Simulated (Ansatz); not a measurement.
**C: single-point calculation (part 2 of 2)**

C (slab, 24 atoms in the cell); DFT PBE, scalar-relativistic, plane waves, PAW, spin-polarised (Ansatz 0.2.0); cutoff 600 eV, 5×7×1 k-mesh, Gaussian smearing of 0.1 eV, collinear spins. The structure derives from an entry of the Crystallography Open Database. It belongs to a series of runs on one base structure; here: the slab alone at its places under the adsorbate.

Geometry of the input (Å; fractional positions):
```
5.0442  0.0000  0.0000
0.0000  3.5668  0.0000
0.0000  0.0000  28.2653
C  0.2500  0.0000  0.3538
C  0.7500  0.0000  0.3538
C  0.0000  0.2500  0.3538
C  0.5000  0.2500  0.3538
C  0.0000  0.5000  0.3984
C  0.5000  0.5000  0.3984
C  0.2500  0.7500  0.3984
C  0.7500  0.7500  0.3984
C  0.2500  0.0000  0.4430
C  0.7500  0.0000  0.4430
C  0.0000  0.2500  0.4430
C  0.5000  0.2500  0.4430
C  0.0003  0.5006  0.4874
C  0.4997  0.5006  0.4874
C  0.2500  0.7495  0.4878
C  0.7500  0.7485  0.4877
C  0.2500  0.0086  0.5339
C  0.7500  0.0030  0.5325
C  -0.0012  0.2442  0.5330
C  0.5012  0.2442  0.5330
C  0.0034  0.5227  0.5720
C  0.4966  0.5227  0.5720
C  0.2500  0.7166  0.5733
C  0.7500  0.7403  0.5756
```

```
SCF converged after 24 iterations
an eigenvalue changed by more than its tolerance at an iteration that met the thresholds in force, so the SCF went on 1 time: the last check found none over its tolerance
Magnetization: 0.0001 μB (48.0001 up, 47.9999 down)
Absolute magnetization: 4.6365 μB (∫|ρ↑−ρ↓|, with the PAW one-centre terms)
Spin contamination: 1.8180 ħ² per cell (⟨S²⟩ above its minimum at these occupations)
Per-site moments (μB) at R_I (Å): [(0.2781656219882093, 0.6370937435018922), (0.2780931006369609, 0.6370937435018922), (-0.2775624039916977, 0.6370937435018922), (-0.27756240399169735, 0.6370937435018922), (0.03407980125845033, 0.6370937435018915), (0.03407980125845034, 0.6370937435018915), (-0.0340532873050495, 0.6370937435018915), (-0.03397845493587063, 0.6370937435018915), (0.017548419598336758, 0.6370937435018915), (0.017351862237884482, 0.6370937435018915), (-0.01773151820078041, 0.6355160668072017), (-0.017731518200780404, 0.6355160668072017), (0.018163293986019447, 0.6355160668072017), (0.018163293986019464, 0.6355160668072017), (-0.015550588969667378, 0.6357032783157195), (-0.01476425426694129, 0.6358252266597354), (0.028380147412503404, 0.6271453931056301), (0.02591216768470963, 0.6277309135297056), (-0.02408255446387133, 0.6116740412442764), (-0.024082554463871322, 0.6116740412442764), (0.16991248812020834, 0.5872374319164886), (0.16991248812020826, 0.5872374319164886), (-0.15023480764545752, 0.5872374319164886), (-0.21356926779454247, 0.6183579672411598)]
Free energy (F): -6006.240123 eV
Harris-Foulkes:  -6006.240123 eV  (|F-HF|=4.20e-9)
Internal energy: -6006.238991 eV  (E = F + TS)
E sigma→0 (E₀):  -6006.239557 eV
Entropy (-TS):   -0.001132 eV (-0.047 meV/atom)
Fermi energy:    -0.294719 eV
Dipole field:    D = 0.004045 V/Å  (p = 0.011369 e·Å, saw-weighted, corrected)
Work function:   Φ+ = 5.3666 eV   Φ− = 5.4809 eV
Levels:          The Fermi level and band energies are counted from a zero that moves with the ramp; work functions are not
--- Per-component energies (eV) ---
  E_band       = -894.849601
  E_kinetic    = 2180.667143
  E_local      = -119324.172401  (includes V_loc(G=0)·N_el)
  E_nonlocal   = 643.070774
  E_hartree    = 58598.307363
  E_xc         = -1156.093584
  E_vxc        = -1433.409798  (∫ρ·V_xc dr)
  E_paw        = -2379.451802  (= ΣΔE_a)
  E_vpaw       = -157.604736  (= ΣTr[D̂ρ^β])
  E_aug_tail   = 0.000031  (compensation charges beyond the density's cutoff)
  E_efield     = 0.000023  (sawtooth field / dipole correction)
  E_vefield    = -0.001479  (∫n·V_field dr)
  E_ewald      = 55431.433461
  E_smearing   = -0.001132  (= −TS)
  E_closure    = -0.000000  (closes the sum)
  Σ components = -6006.240123   (vs F -6006.240123, Δ=0.00e0)
--- Forces (eV/Å), atoms counted from 1 ---
  atom   1  C      0.00000000     4.03236979     1.01865498
  atom   2  C      0.00000000     4.02803436     1.01106926
  atom   3  C     -0.00218439    -4.02811801     1.00515753
  atom   4  C      0.00218439    -4.02811801     1.00515753
  atom   5  C     -0.00066421     0.92924805    -1.08414907
  atom   6  C      0.00066421     0.92924805    -1.08414907
  atom   7  C     -0.00000000    -0.94477731    -1.04521379
  atom   8  C     -0.00000000    -0.92195428    -1.05576787
  atom   9  C      0.00000000     0.40951108     0.18796571
  atom  10  C      0.00000000     0.38131438     0.08175921
  atom  11  C      0.03765135    -0.43017923     0.02536981
  atom  12  C     -0.03765135    -0.43017923     0.02536981
  atom  13  C      0.00946988     0.15057381     0.13087856
  atom  14  C     -0.00946988     0.15057381     0.13087856
  atom  15  C     -0.00000000    -0.02582322    -0.06377940
  atom  16  C     -0.00000000    -0.13567082    -0.07222642
  atom  17  C     -0.00000000    -0.04391071    -0.06075547
  atom  18  C      0.00000000     0.57953636     1.06505345
  atom  19  C      0.07296769    -0.57510442     0.23778707
  atom  20  C     -0.07296769    -0.57510442     0.23778707
  atom  21  C     -1.47742219     1.03176345     0.29362716
  atom  22  C      1.47742219     1.03176345     0.29362716
  atom  23  C     -0.00000000     0.41968679    -0.55409303
  atom  24  C     -0.00000000    -1.93467032    -1.72996538
  max |Σ_I F_I| component: 4.34e-5 eV/Å
--- Band table (eV; the first three rows and the last of 24) ---
  k-point 0 ↑: bands = ["-21.9817", "-20.6180", "-18.4753", "-17.5739", "-17.5094", "-16.2861", "-16.2284", "-15.8067", "-14.2065", "-14.2049", "-13.8033", "-13.5114", "-13.2780", "-12.0064", "-11.7290", "-11.6967", "-9.9701", "-9.9410", "-9.8790", "-9.5525", "-9.4941", "-9.4701", "-8.9825", "-8.3633", "-8.2748", "-7.7923", "-7.6590", "-7.2331", "-7.1412", "-7.0528", "-7.0285", "-6.9003", "-6.6759", "-6.4787", "-6.3427", "-6.0966", "-5.2647", "-5.1987", "-4.6211", "-4.3684", "-3.6814", "-3.0822", "-1.9520", "-1.7327", "-1.7014", "-1.4224", "-1.1400", "-0.3676", "-0.2217", "0.2180", "1.3691", "2.5127", "4.2132", "4.4749", "4.6534", "4.6922", "4.7126", "4.9606", "4.9793", "5.2538", "5.3148", "5.3278", "5.6556", "5.8857", "6.5276", "6.5501", "6.7071", "6.7430", "6.8121", "7.0013", "7.0322", "7.6978", "7.9320"]
  k-point 1 ↑: bands = ["-21.7948", "-20.4363", "-18.3093", "-17.4148", "-17.3485", "-16.1348", "-16.0824", "-15.7546", "-15.5216", "-14.6850", "-14.0738", "-14.0524", "-11.8310", "-11.7214", "-11.6905", "-11.4481", "-11.0121", "-10.9991", "-10.9298", "-10.4674", "-10.3996", "-8.7802", "-8.1746", "-7.8570", "-7.8320", "-7.6126", "-7.4953", "-7.4949", "-7.0018", "-6.9349", "-6.8545", "-6.4734", "-6.3793", "-6.2256", "-6.0103", "-5.9493", "-5.1806", "-5.1042", "-4.5386", "-4.2505", "-3.8000", "-3.1599", "-2.2664", "-1.6439", "-1.6328", "-1.2814", "-1.2073", "-0.6606", "-0.0821", "0.3130", "1.1682", "1.9353", "4.1922", "4.8060", "4.8801", "4.8981", "4.9211", "5.4253", "5.4411", "5.5042", "5.5838", "5.9020", "5.9458", "6.3997", "6.4827", "6.7631", "6.8148", "6.8280", "6.9983", "7.0785", "7.0954", "7.8820", "8.3967"]
  k-point 2 ↑: bands = ["-21.2367", "-19.8957", "-17.8302", "-17.4179", "-16.9676", "-16.8939", "-16.3155", "-15.7274", "-15.7124", "-15.5758", "-13.7186", "-13.6911", "-12.6044", "-12.6029", "-12.5151", "-11.9580", "-11.8851", "-11.6047", "-11.5257", "-11.3630", "-9.7605", "-9.2201", "-8.2864", "-8.1798", "-7.6423", "-7.5992", "-7.5180", "-6.5986", "-6.3882", "-6.3208", "-6.1926", "-5.7719", "-5.6617", "-5.6451", "-5.5186", "-5.4395", "-5.0128", "-4.9098", "-4.3248", "-4.2343", "-3.4659", "-3.2659", "-3.1324", "-2.5012", "-1.4538", "-1.2292", "-0.9492", "-0.6718", "0.2053", "0.4926", "0.6158", "1.0086", "4.3649", "5.4574", "5.5964", "5.7611", "5.8924", "5.9185", "6.1312", "6.2240", "6.2798", "6.3296", "6.7163", "7.0204", "7.2483", "7.3093", "7.5063", "7.6808", "7.6944", "7.9813", "7.9818", "8.1812", "8.3539"]
  k-point 11 ↓: bands = ["-19.5987", "-18.7291", "-18.4116", "-18.2178", "-17.5686", "-17.3765", "-17.0828", "-16.4086", "-16.2592", "-15.5886", "-15.4884", "-14.7143", "-12.1235", "-11.5558", "-11.4870", "-11.3839", "-11.0121", "-10.3121", "-10.2228", "-9.4304", "-9.3590", "-9.2254", "-8.6424", "-8.4846", "-8.2135", "-8.0776", "-7.8199", "-7.7685", "-7.4778", "-6.9965", "-6.6302", "-6.0308", "-5.8001", "-5.6173", "-5.3651", "-5.3162", "-5.1757", "-4.8424", "-4.5302", "-4.3900", "-4.2570", "-3.9162", "-3.8540", "-3.5572", "-1.2707", "-1.1902", "-1.1687", "-1.0080", "0.4802", "0.5587", "0.8034", "1.0683", "6.7198", "6.8050", "6.9386", "7.0583", "7.1865", "7.3215", "7.5646", "7.6227", "7.8117", "7.8384", "7.9648", "8.0882", "8.1434", "8.1995", "8.3103", "8.3998", "8.5339", "8.6680", "8.7414", "8.8401", "8.9278"]
--- Löwdin populations: 24 sites ---
  site symbol       q [e]    m [muB]
     0      C      3.9830     0.7029
     1      C      3.9832     0.7027
     2      C      3.9840    -0.7015
     3      C      3.9840    -0.7015
     4      C      3.9647     0.0743
     5      C      3.9647     0.0743
     6      C      3.9653    -0.0743
     7      C      3.9652    -0.0741
     8      C      3.9825     0.0313
     9      C      3.9827     0.0309
    10      C      3.9834    -0.0318
    11      C      3.9834    -0.0318
    12      C      3.9860     0.0331
    13      C      3.9860     0.0331
    14      C      3.9928    -0.0284
    15      C      3.9904    -0.0264
    16      C      3.9572     0.0580
    17      C      3.9601     0.0581
    18      C      3.9670    -0.0522
    19      C      3.9670    -0.0522
    20      C      3.9513     0.4819
    21      C      3.9513     0.4819
    22      C      3.9909    -0.4257
    23      C      4.0156    -0.5635
  spilling = 0.005815 (of n_electrons = 96.000000)
```

**File populations.tsv**
```
# site	symbol	l	j	q_up	q_dn
# orbitals = lowdin
# n_electrons = 96.000000
# spilling = 0.005815
0	C	0_2S	-	0.575300	0.480907
0	C	1_2P	-	1.767682	1.159135
1	C	0_2S	-	0.575262	0.481032
1	C	1_2P	-	1.767679	1.159256
2	C	0_2S	-	0.481254	0.575237
2	C	1_2P	-	1.159977	1.767521
3	C	0_2S	-	0.481254	0.575237
3	C	1_2P	-	1.159977	1.767521
4	C	0_2S	-	0.484326	0.470550
4	C	1_2P	-	1.535163	1.474636
5	C	0_2S	-	0.484326	0.470550
5	C	1_2P	-	1.535163	1.474636
6	C	0_2S	-	0.470542	0.484256
6	C	1_2P	-	1.474998	1.535548
7	C	0_2S	-	0.470516	0.484153
7	C	1_2P	-	1.475031	1.535488
8	C	0_2S	-	0.479473	0.474160
8	C	1_2P	-	1.527405	1.501465
9	C	0_2S	-	0.479359	0.474143
9	C	1_2P	-	1.527468	1.501751
10	C	0_2S	-	0.473202	0.478436
10	C	1_2P	-	1.502621	1.529168
11	C	0_2S	-	0.473202	0.478436
11	C	1_2P	-	1.502621	1.529168
12	C	0_2S	-	0.483860	0.477371
12	C	1_2P	-	1.525691	1.499110
13	C	0_2S	-	0.483860	0.477371
13	C	1_2P	-	1.525691	1.499110
14	C	0_2S	-	0.480894	0.486330
14	C	1_2P	-	1.501262	1.524265
15	C	0_2S	-	0.476155	0.480603
15	C	1_2P	-	1.505841	1.527808
16	C	0_2S	-	0.482088	0.470087
16	C	1_2P	-	1.525540	1.479495
17	C	0_2S	-	0.478470	0.467327
17	C	1_2P	-	1.530630	1.483708
18	C	0_2S	-	0.464514	0.474174
18	C	1_2P	-	1.492882	1.535428
19	C	0_2S	-	0.464514	0.474174
19	C	1_2P	-	1.492882	1.535428
20	C	0_2S	-	0.506804	0.464159
20	C	1_2P	-	1.709769	1.270536
21	C	0_2S	-	0.506804	0.464159
21	C	1_2P	-	1.709769	1.270536
22	C	0_2S	-	0.459037	0.502933
22	C	1_2P	-	1.323553	1.705406
23	C	0_2S	-	0.474148	0.550585
23	C	1_2P	-	1.251873	1.738969
```

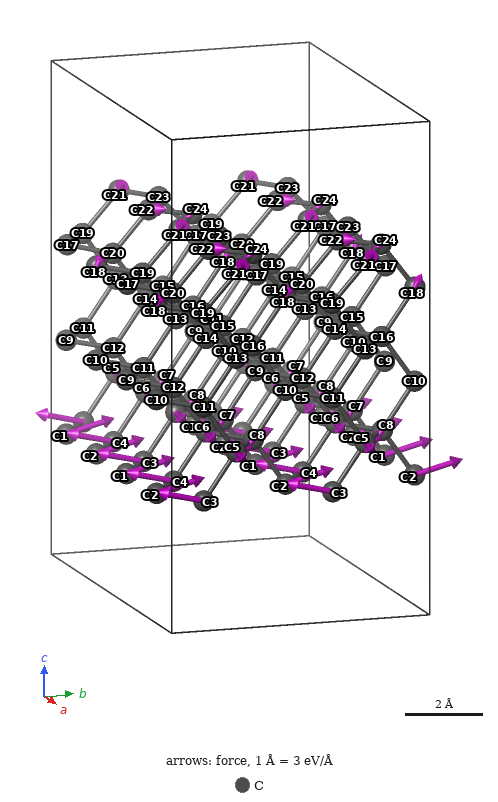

Forces on the atoms as pink arrows (ball-and-stick view of the 2 × 2 repeat of the cell, with the vacuum cut short, seen slightly off an axis; atoms are numbered from 1 in the order of the input); the smallest are left out. The largest act on C1 (4.16 eV/Å); C2, C3, C4 (4.15 eV/Å); C24 (2.60 eV/Å); C21, C22 (1.83 eV/Å), among others. The geometry is not a stationary point of this energy.

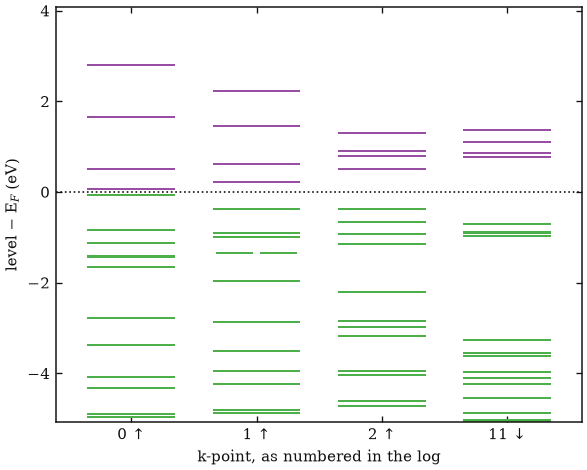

Kohn–Sham levels near the Fermi level (dotted) at the few k-points that the log prints; levels within 0.02 eV of each other stand side by side. Among these points the highest filled and lowest empty levels are 0.15 eV apart, which is the gap on the mesh.

**Summary**

```tsv
quantity	value
outcome	converged
electrons treated	96
free energy	−6006.2401 eV
work function, top face	5.37 eV
work function, bottom face	5.48 eV
Fermi energy	−0.295 eV
gap on the k-point mesh	0.15 eV
net moment of the cell	0.00 μB
integrated absolute moment	4.64 μB
work function (upper face)	5.37 eV
largest force (length of the vector)	4.159 eV/Å
wall time	1.7 min (CPU time 6.7 min)
peak memory	2.2 GiB
```
